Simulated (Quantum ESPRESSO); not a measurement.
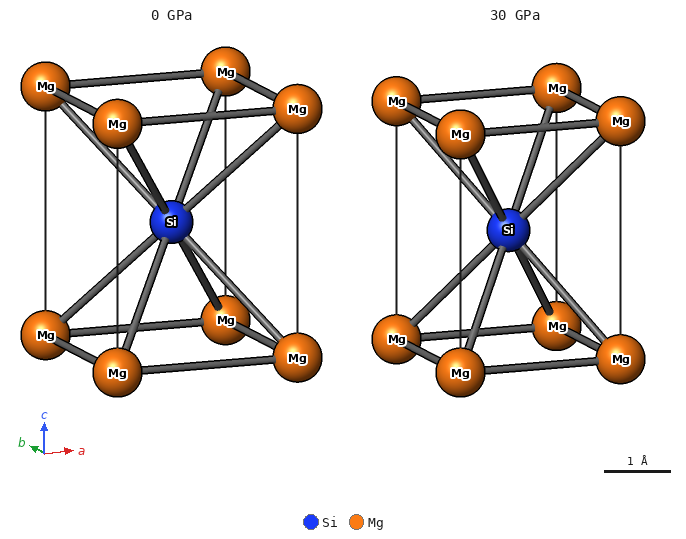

Solid MgSi (set up in P4/mmm), relaxed (cell and atoms) at several target pressures. The picture shows the first and the last member. A ball-and-stick model of the cell of the calculation, seen slightly off an axis.

Computed with Quantum ESPRESSO 7.5: PBEsol, GBRV 1.5 PBEsol. Set-up: plane-wave cutoff 707.5 eV; k-point mesh 9 × 9 × 7; occupations fermi-dirac; smearing width 0.05 eV; no spin polarisation.

```json
{"pressure (GPa)": "0", "volume (Å³/atom)": "17.126", "a (Å)": "2.967", "c (Å)": "3.891"}
{"pressure (GPa)": "2", "volume (Å³/atom)": "16.635", "a (Å)": "2.934", "c (Å)": "3.865"}
{"pressure (GPa)": "5", "volume (Å³/atom)": "?", "a (Å)": "?", "c (Å)": "?"}
{"pressure (GPa)": "10", "volume (Å³/atom)": "15.139", "a (Å)": "2.813", "c (Å)": "3.826"}
{"pressure (GPa)": "20", "volume (Å³/atom)": "13.836", "a (Å)": "2.705", "c (Å)": "3.782"}
{"pressure (GPa)": "30", "volume (Å³/atom)": "12.963", "a (Å)": "2.638", "c (Å)": "3.725"}
```

> One row is withheld. What does the calculation give there?

Murnaghan's form V = V₀(1 + B′P/B₀)^(−1/B′), with V₀ = 17.126 Å³ from the row at zero pressure, fits the other rows with B₀ = 65.0 GPa and B′ = 3.33 (largest miss 0.021 Å³). At 5 GPa it gives 17.126 × (1 + 3.33 × 5/65.0)^(−1/3.33) = 15.992 Å³ per atom. The calculation gives 15.980 Å³/atom (a = 2.880 Å, c = 3.853 Å). The estimate is 0.012 Å³/atom too high. From the first member to the last: Si–Si 2.967 → 2.638 Å, Mg–Mg 2.967 → 2.638 Å, Mg–Si 2.861 → 2.636 Å.

The whole series:

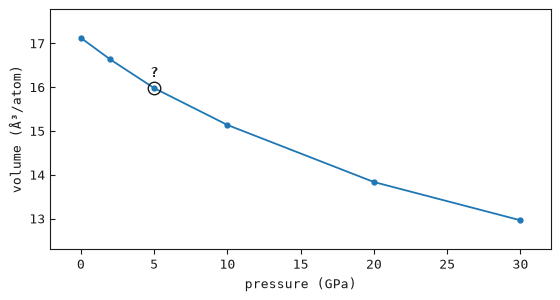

Each member starts from this one structure; whether another phase lies lower wasn't checked.
